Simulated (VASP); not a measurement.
# Quasiparticle energies of GaP in VASP

How does the gap of GaP change from the starting functional to GW? The cell is of the zinc-blende type, one of the forms listed for this formula. The start is a cell from a database of measured crystal structures.

Method: PBE; plane waves and PAW (Ga_d_GW, P_GW), in the first sound run; inputs show where later runs differ, in VASP 6.6.1.

### 1. Starting point

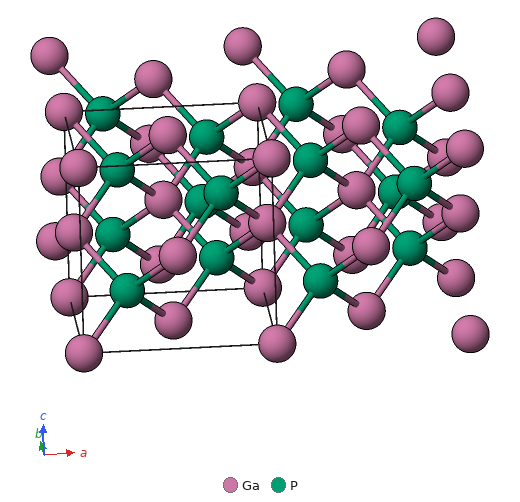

The cell as given, slightly off an axis (gallium pink, phosphorus teal). 2×2×1 cells are drawn. This picture shows the conventional cell, with its axes. Bonds to atoms that aren't drawn are left out. Some periodic images of atoms are drawn too.

Structure file:

```xyz
2
Lattice="0.0000 2.7252 2.7252 2.7252 0.0000 2.7252 2.7252 2.7252 0.0000" Properties=species:S:1:pos:R:3 pbc="T T T"
Ga    0.0000    0.0000    0.0000
P     4.0879    4.0879    4.0879
```

### 2. Ground state

The orbitals come from a self-consistent PBE run with a tight EDIFF and a narrow smearing. KPOINTS_OPT adds the bands along a path, which shows whether the mesh holds the band edges.

Input file INCAR:

```
SYSTEM = GaP
PREC = Accurate
ENCUT = 430
EDIFF = 1E-08
NELM = 100
ISMEAR = 0
SIGMA = 0.01
LREAL = .FALSE.
ALGO = Normal
GGA = PE
NBANDS = 15
LORBIT = 11
LWAVE = .TRUE.
LCHARG = .FALSE.
KPAR = 8
```

Input file POSCAR:

```
GaP
1.0
    0.0000000000      2.7252500000      2.7252500000
    2.7252500000      0.0000000000      2.7252500000
    2.7252500000      2.7252500000      0.0000000000
Ga P
1 1
Direct
    0.0000000000      0.0000000000      0.0000000000
    0.7500000000      0.7500000000      0.7500000000
```

Input file KPOINTS:

```
Automatic mesh
0
Gamma
4 4 4
0 0 0
```

Input file KPOINTS_OPT:

```
Line mode
12
Line-mode
Reciprocal
  0.00000000   0.00000000   0.00000000 GAMMA
  0.50000000   0.00000000   0.50000000 X

  0.50000000   0.00000000   0.50000000 X
  0.50000000   0.25000000   0.75000000 W

  0.50000000   0.25000000   0.75000000 W
  0.37500000   0.37500000   0.75000000 K

  0.37500000   0.37500000   0.75000000 K
  0.00000000   0.00000000   0.00000000 GAMMA

  0.00000000   0.00000000   0.00000000 GAMMA
  0.50000000   0.50000000   0.50000000 L

  0.50000000   0.50000000   0.50000000 L
  0.62500000   0.25000000   0.62500000 U

  0.62500000   0.25000000   0.62500000 U
  0.50000000   0.25000000   0.75000000 W

  0.50000000   0.25000000   0.75000000 W
  0.50000000   0.50000000   0.50000000 L

  0.50000000   0.50000000   0.50000000 L
  0.37500000   0.37500000   0.75000000 K

  0.62500000   0.25000000   0.62500000 U
  0.50000000   0.00000000   0.50000000 X
```

Potentials, in the order of the species: Ga_d_GW and P_GW (PBE family, release 64).

Started as:

```console
$ mpirun -np 8 vasp_std
```

The log of the run:

```text
[banner, memory and clock lines left out]
running    8 mpi-ranks, on    1 nodes
 distrk:  each k-point on    1 cores,    8 groups
 distr:  one band on    1 cores,    1 groups

 POSCAR found type information on POSCAR GaP
 POSCAR found :  2 types and       2 ions
|                                                                             |
|           W    W    AA    RRRRR   N    N  II  N    N   GGGG   !!!           |
|           W    W   A  A   R    R  NN   N  II  NN   N  G    G  !!!           |
|           W    W  A    A  R    R  N N  N  II  N N  N  G       !!!           |
|           W WW W  AAAAAA  RRRRR   N  N N  II  N  N N  G  GGG   !            |
|           WW  WW  A    A  R   R   N   NN  II  N   NN  G    G                |
|           W    W  A    A  R    R  N    N  II  N    N   GGGG   !!!           |
|                                                                             |
|     For optimal performance we recommend to set                             |
|       NCORE = 2 up to number-of-cores-per-socket                            |
|     NCORE specifies how many cores store one orbital (NPAR=cpu/NCORE).      |
|     This setting can greatly improve the performance of VASP for DFT.       |
|     The default, NCORE=1 might be grossly inefficient on modern             |
|     multi-core architectures or massively parallel machines. Do your        |
|     Unfortunately you need to use the default for GW and RPA                |
|     calculations (for HF NCORE is supported but not extensively tested      |
|     yet).                                                                   |
|                                                                             |

 LDA part: xc-table for (Slater+PW92), standard interpolation
 POSCAR, INCAR and KPOINTS ok, starting setup
 FFT: planning ... GRIDC
 FFT: planning ... GRID_SOFT
 FFT: planning ... GRID
 WAVECAR not read
 entering main loop
       N       E                     dE             d eps       ncg     rms          rms(c)
DAV:   1     0.115664725068E+03    0.11566E+03   -0.96478E+03   272   0.136E+03
DAV:   2    -0.624214581991E+00   -0.11629E+03   -0.11224E+03   275   0.320E+02
DAV:   3    -0.896041914437E+01   -0.83362E+01   -0.82920E+01   317   0.112E+02
DAV:   4    -0.926148722191E+01   -0.30107E+00   -0.30093E+00   382   0.216E+01
DAV:   5    -0.926631973184E+01   -0.48325E-02   -0.48324E-02   325   0.184E+00    0.487E+00
DAV:   6    -0.898724743575E+01    0.27907E+00   -0.48909E-01   367   0.147E+01    0.276E+00
DAV:   7    -0.895368163791E+01    0.33566E-01   -0.11284E-01   339   0.295E+00    0.102E+00
DAV:   8    -0.895444655529E+01   -0.76492E-03   -0.90218E-03   256   0.741E-01    0.154E-01
DAV:   9    -0.895494960189E+01   -0.50305E-03   -0.12180E-03   369   0.352E-01    0.520E-02
DAV:  10    -0.895513785488E+01   -0.18825E-03   -0.20515E-04   255   0.115E-01    0.146E-02
DAV:  11    -0.895515047900E+01   -0.12624E-04   -0.24647E-05   409   0.464E-02    0.315E-03
DAV:  12    -0.895515131595E+01   -0.83695E-06   -0.17425E-06   255   0.945E-03    0.679E-04
DAV:  13    -0.895515124044E+01    0.75513E-07   -0.81912E-08   377   0.226E-03    0.113E-04
DAV:  14    -0.895515123676E+01    0.36803E-08   -0.80166E-09   255   0.855E-04
   1 F= -.89551512E+01 E0= -.89551512E+01  d E =-.121894E-47
 Start KPOINTS_OPT (optional k-point list driver)
k-point batch [1-8\120]
       N       E                     dE             ncg
DAV:   1     0.256033009419E+03   -0.13573E+04      264
DAV:   2    -0.702193906268E+03   -0.95823E+03      254
DAV:   3    -0.784908930837E+03   -0.82715E+02      338
DAV:   4    -0.787581353960E+03   -0.26724E+01      292
DAV:   5    -0.787726837639E+03   -0.14548E+00      395
DAV:   6    -0.787729270255E+03   -0.24326E-02      357
DAV:   7    -0.787729380685E+03   -0.11043E-03      400
DAV:   8    -0.787729381443E+03   -0.75728E-06      334
DAV:   9    -0.787729381459E+03   -0.16894E-07      336
DAV:  10    -0.787729381459E+03    0.41382E-10      246
[...]
k-point batch [113-120\120]
       N       E                     dE             ncg
DAV:   1     0.398960065229E+02   -0.49176E+04      280
DAV:   2    -0.817143012549E+03   -0.85704E+03      254
DAV:   3    -0.878181884340E+03   -0.61039E+02      345
DAV:   4    -0.880624193333E+03   -0.24423E+01      451
DAV:   5    -0.880630961086E+03   -0.67678E-02      303
DAV:   6    -0.880631182124E+03   -0.22104E-03      402
DAV:   7    -0.880631186155E+03   -0.40316E-05      365
DAV:   8    -0.880631186305E+03   -0.14913E-06      394
DAV:   9    -0.880631186308E+03   -0.36615E-08      263
 writing wavefunctions
```

It took 5.4 s on 8 MPI ranks of Intel Xeon 6975P-C (Granite Rapids), shared host; peak memory 1.2 GiB.

Lines that name or quote the potential files are left out of all logs, and their timing lines are given in words.

OUTCAR, selected parts (step 2):

```text
ion  position               nearest neighbor table
   1  0.000  0.000  0.000-   2 2.36   2 2.36   2 2.36   2 2.36
   2  0.750  0.750  0.750-   1 2.36   1 2.36   1 2.36   1 2.36

  LATTYP: Found a face centered cubic cell.
 ALAT       =     5.4505000000

 Subroutine GETGRP returns: Found 24 space group operations
 (whereof 24 operations were pure point group operations)

The static configuration has the point symmetry T_d .

 Found      8 irreducible k-points:

   k-points           NKPTS =      8   k-points in BZ     NKDIM =      8   number of bands    NBANDS=     15

   dimension x,y,z NGX =    28 NGY =   28 NGZ =   28
   dimension x,y,z NGXF=    56 NGYF=   56 NGZF=   56

   ENCUT  =  430.0 eV  31.60 Ry    5.62 a.u.   6.52  6.52  6.52*2*pi/ulx,y,z

   NELECT =      18.0000    total number of electrons

 k-points in reciprocal lattice and weights: Automatic mesh
   0.00000000  0.00000000  0.00000000       0.016
   0.25000000  0.00000000  0.00000000       0.125
   0.50000000  0.00000000  0.00000000       0.062
   0.25000000  0.25000000  0.00000000       0.094
   0.50000000  0.25000000  0.00000000       0.375
  -0.25000000  0.25000000  0.00000000       0.188
   0.50000000  0.50000000  0.00000000       0.047
  -0.25000000  0.50000000  0.25000000       0.094

 average (electrostatic) potential at core
       1 -65.6692       2 -74.7321

 E-fermi :   4.5062

 k-point     1 :       0.0000    0.0000    0.0000
  band No.  band energies     occupation
    ...
      5     -10.0914      2.00000
      6      -8.0963      2.00000
      7       4.4052      2.00000
      8       4.4052      2.00000
      9       4.4052      2.00000
     10       6.2183      0.00000
     11       8.2588      0.00000
     12       8.2588      0.00000
     13       8.2588      0.00000
     14      13.2092      0.00000
    ...

 k-point     2 :       0.2500    0.0000    0.0000
  band No.  band energies     occupation
    ...
      5     -10.0900      2.00000
      6      -7.3204      2.00000
      7       0.5160      2.00000
      8       3.7384      2.00000
      9       3.7384      2.00000
     10       6.5414      0.00000
     11       9.1168      0.00000
     12       9.1168      0.00000
     13      10.7465      0.00000
     14      13.3261      0.00000
    ...

 k-point     3 :       0.5000    0.0000    0.0000
  band No.  band energies     occupation
    ...
      5     -10.0839      2.00000
      6      -6.0267      2.00000
      7      -2.2488      2.00000
      8       3.2811      2.00000
      9       3.2811      2.00000
     10       6.0580      0.00000
     11       9.0900      0.00000
     12       9.0900      0.00000
     13      12.6742      0.00000
     14      15.2939      0.00000
    ...

  Total        0.7241896      0.7241896      0.7241896     -0.0000000      0.0000000     -0.0000000
  in kB       28.6624824     28.6624824     28.6624824     -0.0000000      0.0000000     -0.0000000
  external PRESSURE =      28.6624824 kB  Pullay stress =       0.0000000 kB

  energy-cutoff  :      430.00
  volume of cell :       40.48
      direct lattice vectors                 reciprocal lattice vectors
     0.000000000  2.725250000  2.725250000    -0.183469406  0.183469406  0.183469406
     2.725250000  0.000000000  2.725250000     0.183469406 -0.183469406  0.183469406
     2.725250000  2.725250000  0.000000000     0.183469406  0.183469406 -0.183469406

 POSITION                                       TOTAL-FORCE (eV/Angst)
 -----------------------------------------------------------------------------------
      0.00000      0.00000      0.00000        -0.000000     -0.000000     -0.000000
      4.08788      4.08788      4.08788         0.000000      0.000000      0.000000
 -----------------------------------------------------------------------------------
    total drift:                               -0.000011     -0.000011     -0.000011

  FREE ENERGIE OF THE ION-ELECTRON SYSTEM (eV)
  ---------------------------------------------------
  free  energy   TOTEN  =        -8.9551512368 eV

  energy  without entropy=       -8.9551512368  energy(sigma->0) =       -8.95515124

 total charge
# of ion       s       p       d       tot
------------------------------------------
    1        0.842   0.857   9.966  11.665
    2        1.109   1.750   0.045   2.904
--------------------------------------------------
tot          1.951   2.607  10.011  14.569

[... 3 further parts left out ...]
```

This step gave:

| Property | Result |
| --- | --- |
| free energy (TOTEN) | -8.955 eV |
| Fermi energy | 4.506 eV |
| pressure | 2.866 GPa |
| least gap on mesh and path | 1.570 eV |
| least direct gap on mesh and path | 1.813 eV |

The highest empty bands on the path are converged less tightly, to about 0.1 eV. The electronic bands at the labelled points (eV, zero at the valence-band top; v1 is the highest filled band, c1 the lowest empty one):

| point | v3 | v2 | v1 | c1 | c2 | c3 | c4 |
| --- | --- | --- | --- | --- | --- | --- | --- |
| Γ | 0.00 | 0.00 | 0.00 | 1.81 | 3.85 | 3.85 | 3.85 |
| X | -6.78 | -2.70 | -2.70 | 1.62 | 1.80 | 10.56 | 10.56 |
| W | -6.57 | -3.59 | -3.44 | 4.69 | 4.85 | 6.07 | 6.13 |
| K | -6.57 | -3.95 | -2.27 | 2.16 | 4.78 | 8.21 | 8.25 |
| Γ | 0.00 | 0.00 | 0.00 | 1.81 | 3.85 | 3.85 | 3.85 |
| L | -6.65 | -1.12 | -1.12 | 1.65 | 4.68 | 4.68 | 8.27 |
| U | -6.57 | -3.95 | -2.27 | 2.16 | 4.78 | 8.21 | 8.25 |
| W | -6.57 | -3.59 | -3.44 | 4.69 | 4.85 | 6.07 | 6.13 |
| L | -6.65 | -1.12 | -1.12 | 1.65 | 4.68 | 4.68 | 8.27 |
| K | -6.57 | -3.95 | -2.27 | 2.16 | 4.78 | 8.21 | 8.25 |
| jump to U | -6.57 | -3.95 | -2.27 | 2.16 | 4.78 | 8.21 | 8.25 |
| X | -6.78 | -2.70 | -2.70 | 1.62 | 1.80 | 10.56 | 10.56 |

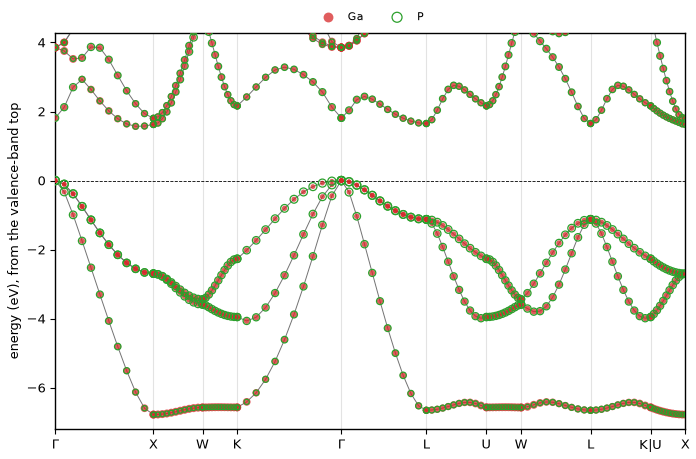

Electronic bands along the path; dots are coloured as in the legend, and their area grows with the weight.

The cell has a gap of 1.57 eV on mesh and path and a pressure of +2.9 GPa, which holds the misfit of the given cell and coordinates with this functional, and any error of cutoff, mesh and data sets. Spin-orbit coupling is left out, which can shift or reorder these edges.

### 3. Empty bands

ALGO = Exact makes the empty bands from the converged ground state in one step. LOPTICS writes the k-derivatives of the orbitals (WAVEDER), which give the long-wavelength limit of the screening.

Input file INCAR:

```
SYSTEM = GaP
PREC = Accurate
ENCUT = 430
ISMEAR = 0
SIGMA = 0.01
LREAL = .FALSE.
GGA = PE
NBANDS = 40
ALGO = Exact
NELM = 1
LWAVE = .TRUE.
LCHARG = .FALSE.
LOPTICS = .TRUE.
NEDOS = 1000
CSHIFT = 0.1
```

POSCAR is that of step 2.

KPOINTS is that of step 2.

Started as:

```console
$ mpirun -np 8 vasp_std
```

The log of the run:

```text
[banner, memory and clock lines left out]
running    8 mpi-ranks, on    1 nodes
 distrk:  each k-point on    8 cores,    1 groups
 distr:  one band on    1 cores,    8 groups

 POSCAR found type information on POSCAR GaP
 POSCAR found :  2 types and       2 ions
 [... a notice as in an earlier step ...]

 LDA part: xc-table for (Slater+PW92), standard interpolation
 found WAVECAR, reading the header
  number of bands has changed, file:    15 present:    40
  trying to continue reading WAVECAR, but it might fail
 POSCAR, INCAR and KPOINTS ok, starting setup
 FFT: planning ... GRIDC
 FFT: planning ... GRID_SOFT
 FFT: planning ... GRID
 reading WAVECAR
 random initialization beyond band           15
 the WAVECAR file was read successfully
 initial charge from wavefunction
 entering main loop
       N       E                     dE             d eps       ncg     rms          rms(c)
DIA:   1    -0.895515124016E+01   -0.89552E+01    0.00000E+00     0   0.000E+00
   1 F= -.89551512E+01 E0= -.89551512E+01  d E =-.483624E-31
 writing wavefunctions
 optical routines
 imaginary and real dielectric function
 recalculating local potential from charge density
 direction            1
 direction            2
 direction            3
```

Run time: 3.2 s. Hardware: 8 MPI ranks; peak memory 1 GiB; 20 s of CPU time.

Parts of OUTCAR (step 3):

```text
The static configuration has the point symmetry T_d .

 Found      8 irreducible k-points:

   k-points           NKPTS =      8   k-points in BZ     NKDIM =      8   number of bands    NBANDS=     40

   NELECT =      18.0000    total number of electrons

 E-fermi :   4.4851

 k-point     2 :       0.2500    0.0000    0.0000
  band No.  band energies     occupation
    ...
      5     -10.0901      2.00000
      6      -7.3204      2.00000
      7       0.5160      2.00000
      8       3.7384      2.00000
      9       3.7384      2.00000
     10       6.5414      0.00000
     11       9.1167      0.00000
     12       9.1168      0.00000
     13      10.7465      0.00000
     14      13.3261      0.00000
    ...

 k-point     3 :       0.5000    0.0000    0.0000
  band No.  band energies     occupation
    ...
      5     -10.0840      2.00000
      6      -6.0267      2.00000
      7      -2.2488      2.00000
      8       3.2811      2.00000
      9       3.2811      2.00000
     10       6.0580      0.00000
     11       9.0900      0.00000
     12       9.0900      0.00000
     13      12.6742      0.00000
     14      15.2939      0.00000
    ...

  Total        0.7265392      0.7265392      0.7265392      0.0000000      0.0000000      0.0000000
  in kB       28.7554789     28.7554789     28.7554789      0.0000000      0.0000000      0.0000000
  external PRESSURE =      28.7554789 kB  Pullay stress =       0.0000000 kB

 POSITION                                       TOTAL-FORCE (eV/Angst)
 -----------------------------------------------------------------------------------
      0.00000      0.00000      0.00000         0.000000      0.000000      0.000000
      4.08788      4.08788      4.08788        -0.000000     -0.000000     -0.000000
 -----------------------------------------------------------------------------------
    total drift:                               -0.000011     -0.000011     -0.000011

  FREE ENERGIE OF THE ION-ELECTRON SYSTEM (eV)
  ---------------------------------------------------
  free  energy   TOTEN  =        -8.9551512402 eV

  energy  without entropy=       -8.9551512402  energy(sigma->0) =       -8.95515124

 plasma frequency squared (from intraband transitions) (eV^2)
  --------------------------------------------------------------------------------------
       0.000      -0.000      -0.000
      -0.000       0.000       0.000
      -0.000       0.000       0.000

[... 10 parts as in an earlier step ...]

[... 2 further parts left out ...]
```

WAVECAR now holds 40 bands for 18 electrons. Its independent-particle dielectric tensor has xx, yy, zz = 19.7, 19.7, 19.7 on this mesh, which isn't tested for convergence in mesh or bands and lacks local fields.

(Continued in part 2 of 4.)

[Lines on the potential files, build, host, timing and source positions are cut from VASP's logs without a mark.]

[Logs are printed without paths, hosts, clocks, repeated set-up lines and the standing remarks that a program may print on its own settings, such as how far it seeks lower states.]

[Hosts, paths, dates, database ids (printed as entryN), source tags and the programs' standing remarks are cut or masked in the printed files.]

[Pressures printed for these runs are not shown converged in the cutoff: they can be off by several GPa and have the wrong sign.]
